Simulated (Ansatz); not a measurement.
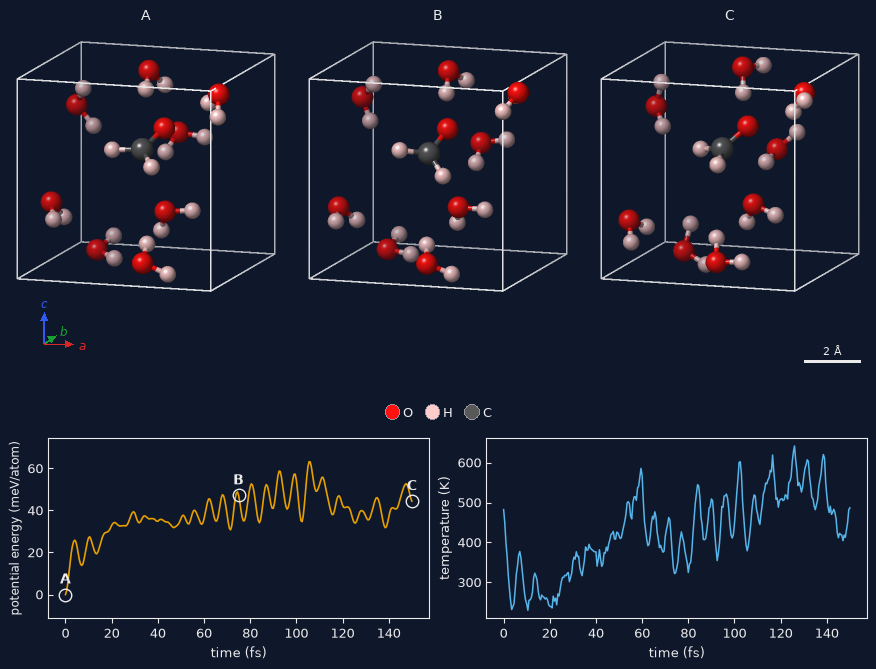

First-principles dynamics of a periodic cell with 8 H2O + 1 H2CO at 0.739 g/cm³, 150 fs long. Frames (A at 0 fs, B at 75 fs, C at 150 fs) and the history of the run. The picture is a ball-and-stick view of the simulation cell, seen slightly off an axis.

Computed with Ansatz, DFT PBE-D3(BJ), scalar-relativistic, plane waves, PAW. Run with plane-wave cutoff 420 eV; k-point mesh 1 × 1 × 1; Fermi-Dirac smearing 0.02 eV; low-accuracy preset; Langevin thermostat (NVT); set temperature 500 K; time step 0.5 fs; H given the mass 2.014 u; friction 0.02 per fs.

Input file:
```yaml
accuracy: low
crystal:
  lattice:
    - [7.314253, 0.0, 0.0]
    - [0.0, 7.314253, 0.0]
    - [0.0, 0.0, 7.314253]
  atoms:
    - { symbol: O, position: [0.52003126, 0.48885382, 0.98271488] }
    - { symbol: H, position: [0.57200158, 0.58057822, 0.89844083] }
    - { symbol: H, position: [0.54024721, 0.37626447, 0.91251726] }
    - { symbol: O, position: [0.65486879, 0.33223861, 0.31578936] }
    - { symbol: H, position: [0.61237482, 0.40098853, 0.207181] }
    - { symbol: H, position: [0.78638633, 0.35975459, 0.32225597] }
    - { symbol: O, position: [1.00524268, 0.11154119, 0.96351641] }
    - { symbol: H, position: [0.92357236, 0.19592897, 0.90038827] }
    - { symbol: H, position: [1.0297411, 0.01941963, 0.8681668] }
    - { symbol: O, position: [0.04180563, 0.40769544, 0.3106638] }
    - { symbol: H, position: [0.0753369, 0.50387187, 0.22097592] }
    - { symbol: H, position: [0.08793102, 0.29860398, 0.24749152] }
    - { symbol: O, position: [0.61349865, 0.66407096, 0.6477451] }
    - { symbol: H, position: [0.74636778, 0.67354668, 0.63004662] }
    - { symbol: H, position: [0.58085915, 0.56224544, 0.56612042] }
    - { symbol: O, position: [0.65707258, 0.97169696, 0.12321247] }
    - { symbol: H, position: [0.64296933, 1.08210475, 0.19854126] }
    - { symbol: H, position: [0.78042596, 0.99045033, 0.07190339] }
    - { symbol: O, position: [0.1954274, 0.65753269, 0.03506618] }
    - { symbol: H, position: [0.24463546, 0.77016127, 0.08856127] }
    - { symbol: H, position: [0.30901415, 0.58449954, 0.01327364] }
    - { symbol: O, position: [0.04018429, 0.81087906, 0.72394843] }
    - { symbol: H, position: [0.12799174, 0.80618658, 0.62453005] }
    - { symbol: H, position: [0.09793233, 0.73673551, 0.82308801] }
    - { symbol: O, position: [0.68346634, 0.23124391, 0.7525063] }
    - { symbol: C, position: [0.61104626, 0.10730996, 0.66478025] }
    - { symbol: H, position: [0.69511603, -0.00501031, 0.60174879] }
    - { symbol: H, position: [0.45811806, 0.09939186, 0.65556799] }
basis:
  ecutwfc: 420.0
kpoints:
  mp_grid: { grid: [1, 1, 1] }
hamiltonian:
  xc: pbe
  dispersion: d3bj
scf:
  occupations: { method: fermi_dirac, width: 0.02 }
  lower_state_search: "off"
md:
  timestep: 0.5
  n_steps: 300
  ensemble: nvt_langevin
  temperature: 500.0
  initial_velocities: maxwell_boltzmann
  seed: 384580
  friction: 0.02
  masses: [{ species: H, mass: 2.014 }]
```

Command:
```bash
ansatz run input.yaml --threads 1 --pin off --max-ram 3072MiB --backend cpu --events-out ev --progress --plain --runs-dir out
```

Q: What do the frames and curves show?

A: In the second half of the run the atoms are, in the root-mean-square, this far from where they began (common drift taken out): H 0.55 Å, O 0.46 Å, C 0.35 Å. The heavy atoms stay within a fraction of a molecule's size of their starting places; so short a run doesn't tell a liquid from a solid. The mean temperature in the second half is 488 K (standard deviation 71 K). The potential energy in the second half lies on average 44.6 meV per atom above the first frame.

Limits of the set-up: the program's low-accuracy preset was used; masses were changed (H 2.014 u), which shifts the vibrations; the periodic images lie only 7.3 Å apart, so the values are limited by the cell's size.

Cost: 10 min on 1 thread of Arm Neoverse V1 (shared host), peak memory 0.43 GiB.
